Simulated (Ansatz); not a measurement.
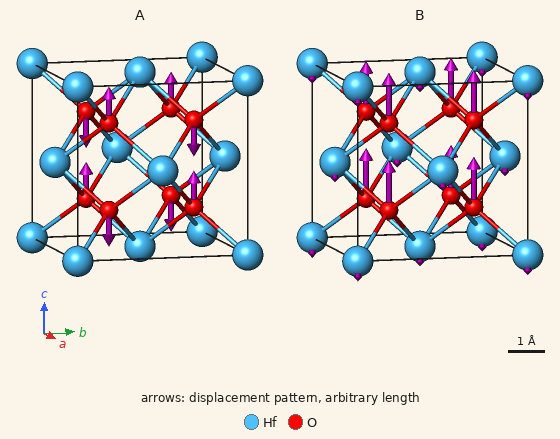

Modes of solid HfO₂ relaxed at 25 GPa, space group Fm-3m (No. 225), at the zone centre (one member of each degenerate set). The purple arrows are the displacements of the atoms (eigenvector over the root of the mass), of arbitrary overall length and sign. Style: ball-and-stick. Shown: the conventional cell (4 times the calculation's cell), slightly off an axis. Lengths and directions refer to the drawn axes.

Computed with DFT PBE, scalar-relativistic, plane waves, PAW in Ansatz 0.2.0.

Frequencies are those without the non-analytic (LO–TO) term.

> Give the symmetry species and the selection rules of each.

A is T₂g, Raman-active by symmetry (638 cm⁻¹). B is T₁u, infrared-active by symmetry (300 cm⁻¹). The crystal has a centre of inversion, so no mode is both.
